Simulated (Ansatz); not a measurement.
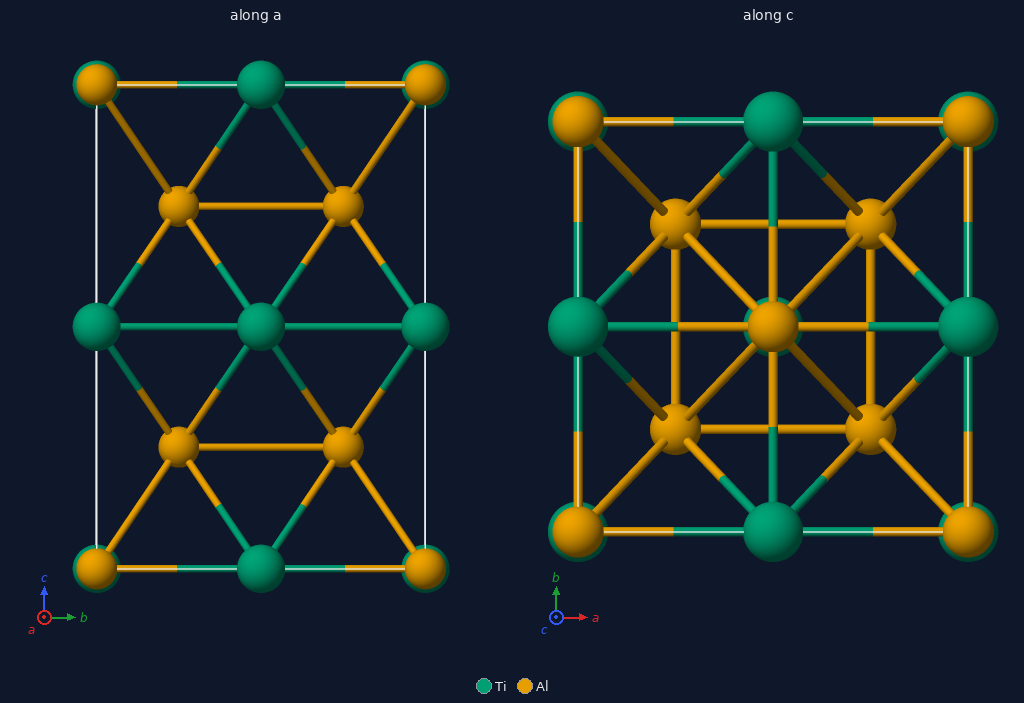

The crystal in a ball-and-stick representation, seen along the a axis and along the c axis. The lines enclose the conventional unit cell; boundary atoms appear with their images.

Ti₃Al₅, space group Cmmm (No. 65), a = 5.38 Å, b = 5.65 Å, c = 8.32 Å, α = 90.00°, β = 90.00°, γ = 90.00°.

Calculation details: DFT r2SCAN, scalar-relativistic, plane waves, PAW in Ansatz 0.2.0; wavefunction cutoff 500 eV, k-points about 0.16 Å⁻¹ apart, Gaussian smearing of 0.15 eV, no spin polarisation.

> What is the band gap, if any?

A metal: bands cross the Fermi level.

> What is the pressure at this volume?

The computed pressure is 0.4 GPa (compressed: it would expand). The stress isn't hydrostatic: its largest component is 5.2 GPa.

The structure was taken from a structure listed in the Materials Project. The cell was then strained or its atoms displaced on purpose. Ansatz was used for an electronic-structure calculation on it.
